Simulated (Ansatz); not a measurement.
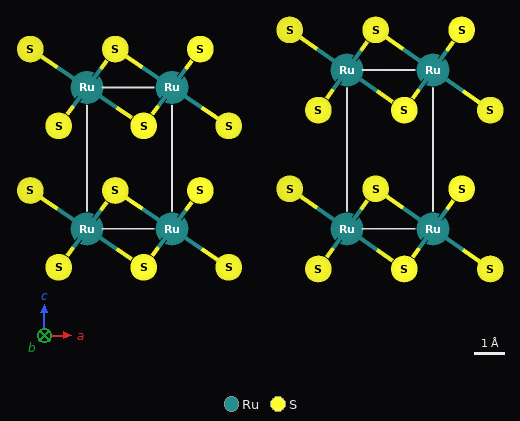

Two geometries of crystalline RuS$_{2}$ (a generated structure, set up in P-3m1) (coarse preliminary run), drawn at one scale. One is the start of a relaxation, the other its converged end. The picture is a ball-and-stick view of the cell of the calculation, seen along the b axis.

Theory: DFT PBE+D3(BJ), scalar-relativistic, plane waves, PAW in Ansatz. Set-up: plane-wave cutoff 420 eV; k-point mesh 6 × 6 × 4; occupations gaussian; smearing width 0.1 eV; collinear spin; cell and atoms relaxed; force threshold 0.05 eV/Å; at most 60 steps.

Which one is relaxed?

The left one is the relaxed one. Case: Hf → Ru on all its sites, cell and atoms relaxed. After 4 accepted moves (5 points after the start) the energy has fallen by 62.1 meV per atom. The largest force component goes from 0.64 to 0.0017 eV/Å. Pressure: −7.71 GPa at the start and 0.01 GPa at the end. The SCF was repeated once at an unchanged geometry on a basis and grid sized afresh for the cell, which shifted the energy by 0.5 meV per atom at most. The largest moves relative to the cell, 0.093 Å, are those of S atoms. Ru stays in place. The volume changes by −13.0 %, with a = b 3.423 → 3.384 Å (−1.1 %), c 5.477 → 4.877 Å (−11.0 %). Among the contacts that change: Ru–S 2.412 → 2.360 Å. The space group stays P-3m1 (No. 164).
